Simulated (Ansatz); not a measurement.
# TiSi$_{2}$: geometry relaxation (part 2 of 2)

TiSi$_{2}$ (Immm, 3 atoms in the cell); DFT r2SCAN, scalar-relativistic, plane waves, PAW, no spin polarisation (Ansatz 0.2.0); cutoff 500 eV, 18×18×18 k-mesh, Gaussian smearing of 0.1 eV. The structure derives from a Materials Project entry.

Geometry of the input (Å; fractional positions):
```
-1.4729  1.7121  4.2121
1.4729  -1.7121  4.2121
1.4729  1.7121  -4.2121
Ti 0.0000  0.0000  0.0000
Si 0.3299  0.3299  -0.0000
Si 0.6701  0.6701  -0.0000
```

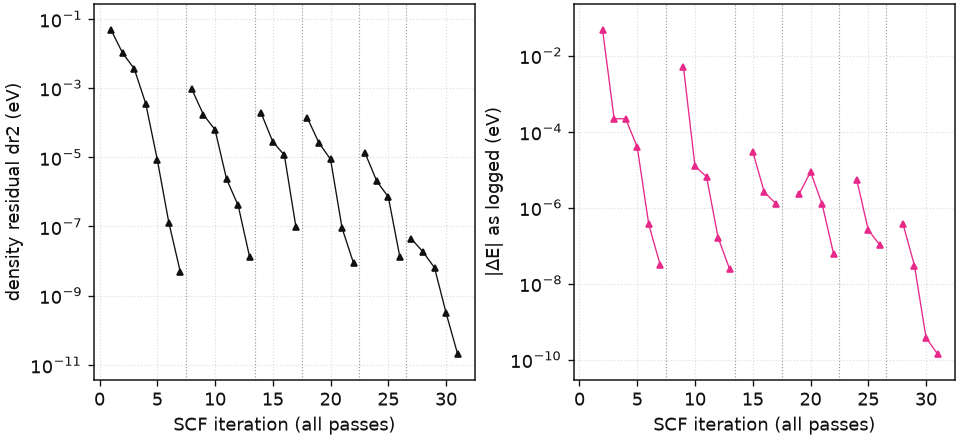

Fig. 1: Convergence of the self-consistent field: density residual dr2 and size of the energy change against the SCF iteration. The dotted lines part the SCF passes of the relaxation: geometry steps, rejected trials and re-solves on a re-selected basis. The 6 passes take 4 to 7 iterations each, 31 in all.

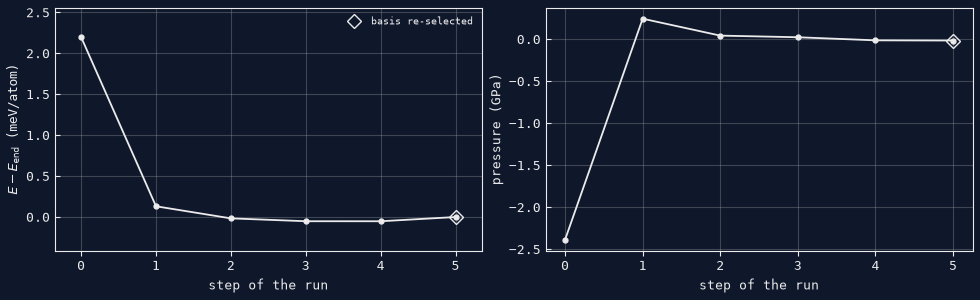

Fig. 2: Progress of the relaxation, step by step (the first geometry is step 0 here and step 1 in the log).

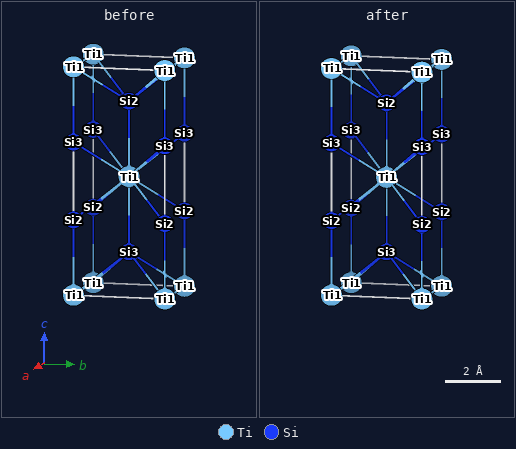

Fig. 3: Before (left) and after (right) the relaxation, at one scale (ball-and-stick view of the cell 2 times as large as that of the calculation, set on its symmetry axes, seen slightly off an axis). The largest moves relative to the cell, 0.009 Å, are those of Si2 and Si3. Ti stays in place. The volume changes by −1.6 %, with a stays at 2.946 Å, b 3.424 → 3.392 Å (−0.9 %), c 8.424 → 8.365 Å (−0.7 %). Among the contacts that change: Ti1–Si2 2.779 → 2.750 Å. The space group stays Immm (No. 71). The energy falls by 2.3 meV per atom in 4 geometry steps. Largest force component: 0.053 eV/Å at the start, 0.0012 eV/Å at the end. Pressure: −2.39 GPa at the start and −0.01 GPa at the end. A last SCF at the same geometry on a re-selected plane-wave basis shifts the energy by +0.1 meV per atom. (Atoms are counted from 1 in the order of the input.)

```
basis re-selected at this cell: Δ(F+E_penalty+E_count) = +1.558e-4 eV, ΔP = -0.002 GPa vs the last step (what re-selecting the basis moved, of the pressure what is left beyond the Pulay correction that the steps carried, after the strain that the cell walked since its last selection, with what the two solves' SCF thresholds leave and, on support functions, any second-order correction that the steps lacked; it is no measure of the basis error at this ecutwfc). This SCF's stress stands 3.06e-2 GPa from its target on what of the cell is left free (relax.cell.stress_tol is 5.00e-2 GPa) and its largest allowed force component is 1.15e-3 eV/Å (relax.f_tol is 5.00e-3 eV/Å): within both
SCF converged after 5 iterations
Free energy (F): -3783.561313 eV
Harris-Foulkes:  -3783.561313 eV  (|F-HF|=1.46e-11)
Internal energy: -3783.554801 eV  (E = F + TS)
E sigma→0 (E₀):  -3783.558057 eV
Entropy (-TS):   -0.006511 eV (-2.170 meV/atom)
Fermi energy:    12.683890 eV
--- Per-component energies (eV) ---
  E_band       = -120.640735
  E_kinetic    = 359.978313
  E_local      = -1009.595246  (includes V_loc(G=0)·N_el)
  E_nonlocal   = 55.272090
  E_hartree    = 441.761366
  E_xc         = -199.546102
  E_vxc        = -238.248863  (∫ρ·V_xc dr)
  E_paw        = -2095.487627  (= ΣΔE_a)
  E_vpaw       = -185.096987  (= ΣTr[D̂ρ^β])
  E_aug_tail   = 0.000096  (compensation charges beyond the density's cutoff)
  E_vtau       = 13.527173  (kinetic-family band-sum trace: ∫τ·v_τ [+ j·A + Jᵃ·Aᵃ] dr)
  E_ewald      = -1335.531367
  E_core_change = -0.406323  (= ΣΔE_core)
  E_smearing   = -0.006511  (= −TS)
  E_closure    = -0.000000  (closes the sum)
  Σ components = -3783.561313   (vs F -3783.561313, Δ=0.00e0)
--- Forces (eV/Å), atoms counted from 1 ---
  atom   1  Ti     0.00000000    -0.00000000     0.00000000
  atom   2  Si     0.00000000    -0.00000000    -0.00115115
  atom   3  Si    -0.00000000     0.00000000     0.00115115
  max |Σ_I F_I| component: 2.17e-19 eV/Å
--- Stress (GPa, compression-positive) ---
       -0.030575      -0.000000       0.000000
       -0.000000       0.011651      -0.000000
        0.000000      -0.000000      -0.025968
  P = ⅓ Tr σ = -0.0150 GPa (-0.150 kbar)
--- Band table (eV; the first three rows and the last of 865) ---
  k-point 0: bands = ["-45.9224", "-21.1981", "-21.1733", "-20.9244", "-0.7919", "7.5614", "8.3570", "10.3895", "11.9815", "13.4340", "14.9520", "15.3379", "16.1092", "16.7814"]
  k-point 1: bands = ["-45.9210", "-21.1965", "-21.1754", "-20.9353", "-0.6927", "7.6443", "8.3241", "10.2663", "11.9675", "13.1358", "14.8741", "15.1182", "16.4300", "16.7536"]
  k-point 2: bands = ["-45.9170", "-21.1916", "-21.1815", "-20.9665", "-0.3972", "7.8759", "8.2166", "9.9802", "11.9309", "12.4723", "14.0829", "15.3578", "16.6762", "16.8051"]
  k-point 864: bands = ["-45.9222", "-21.2108", "-21.1741", "-20.9248", "0.4367", "3.2527", "11.2599", "11.3044", "12.2432", "13.2690", "14.8485", "15.1336", "15.4001", "16.7050"]
--- Relaxed structure (5 steps of the walk, 5 accepted, 1 SCFs on fresh bases) ---
  F+E_penalty+E_count = -3783.56131260 eV   max|allowed force component| = 1.151e-3 eV/Å   (the final SCF, on the basis selected at the relaxed cell)
  cell:  # Å, volume = 41.8018 Å³
    - [-1.473230117587758, 1.6960728688381466, 4.182345830874249]
    - [1.473230117587758, -1.6960728688381466, 4.182345830874249]
    - [1.473230117587758, 1.6960728688381466, -4.182345830874249]
  atoms:
    - { symbol: Ti, position: [1.214541929676741e-35, 3.7956787868397775e-34, 3.674224593872103e-34] }
    - { symbol: Si, position: [0.32880006298734854, 0.32880006298734854, -4.590576465092668e-34] }
    - { symbol: Si, position: [0.6711999370126515, 0.6711999370126515, -1.9431012327903256e-34] }
```

## Trajectory as extended XYZ (Å, eV, eV/Å), 6 frames, from step=1 to step=6
```
3
Lattice="-1.4729 1.7121 4.2121 1.4729 -1.7121 4.2121 1.4729 1.7121 -4.2121" Properties=species:S:1:pos:R:3:forces:R:3 step=1 energy=-3783.55472 pressure_GPa=-2.39
Ti    0.0000    0.0000    0.0000    0.0000   0.0000   0.0000
Si    0.0000    0.0000    2.7793    0.0000   0.0000  -0.0529
Si    0.0000    0.0000    5.6448    0.0000   0.0000   0.0529
3
Lattice="-1.4714 1.6991 4.1737 1.4714 -1.6991 4.1737 1.4714 1.6991 -4.1737" Properties=species:S:1:pos:R:3:forces:R:3 step=2 energy=-3783.56092 pressure_GPa=0.24
Ti    0.0000    0.0000    0.0000    0.0000   0.0000   0.0000
Si    0.0000    0.0000    2.7524    0.0000   0.0000  -0.0602
Si    0.0000    0.0000    5.5949    0.0000   0.0000   0.0602
3
Lattice="-1.4713 1.6981 4.1808 1.4713 -1.6981 4.1808 1.4713 1.6981 -4.1808" Properties=species:S:1:pos:R:3:forces:R:3 step=3 energy=-3783.56136 pressure_GPa=0.04
Ti    0.0000    0.0000    0.0000    0.0000   0.0000   0.0000
Si    0.0000    0.0000    2.7528    0.0000   0.0000  -0.0262
Si    0.0000    0.0000    5.6088    0.0000   0.0000   0.0262
3
Lattice="-1.4722 1.6968 4.1822 1.4722 -1.6968 4.1822 1.4722 1.6968 -4.1822" Properties=species:S:1:pos:R:3:forces:R:3 step=4 energy=-3783.56147 pressure_GPa=0.02
Ti    0.0000    0.0000    0.0000    0.0000   0.0000   0.0000
Si    0.0000    0.0000    2.7504    0.0000   0.0000  -0.0004
Si    0.0000    0.0000    5.6139    0.0000   0.0000   0.0004
3
Lattice="-1.4732 1.6961 4.1823 1.4732 -1.6961 4.1823 1.4732 1.6961 -4.1823" Properties=species:S:1:pos:R:3:forces:R:3 step=5 energy=-3783.56147 pressure_GPa=-0.01
Ti    0.0000    0.0000    0.0000    0.0000   0.0000   0.0000
Si    0.0000    0.0000    2.7503    0.0000   0.0000  -0.0012
Si    0.0000    0.0000    5.6144    0.0000   0.0000   0.0012
3
Lattice="-1.4732 1.6961 4.1823 1.4732 -1.6961 4.1823 1.4732 1.6961 -4.1823" Properties=species:S:1:pos:R:3:forces:R:3 step=6 energy=-3783.56131 pressure_GPa=-0.01
Ti    0.0000    0.0000    0.0000    0.0000   0.0000   0.0000
Si    0.0000    0.0000    2.7503    0.0000   0.0000  -0.0012
Si    0.0000    0.0000    5.6144    0.0000   0.0000   0.0012
```

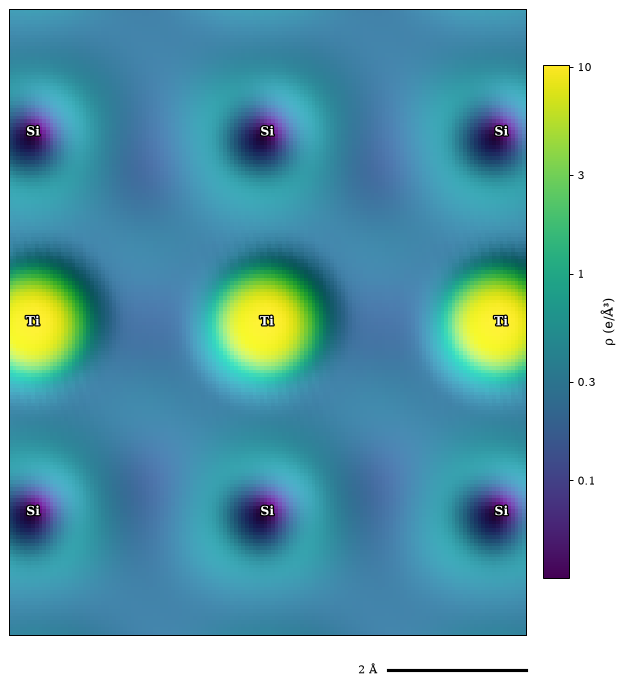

Fig. 4: Valence charge density (pseudo) on the (100) plane of the conventional cell. Ti–Si (2.75 Å): ρ is about 0.28 e/Å³ halfway. Away from the nuclei the density in this plane falls to 0.16 e/Å³ at its lowest. In a PAW calculation such maps are meaningful between the atoms, not at the nuclei.
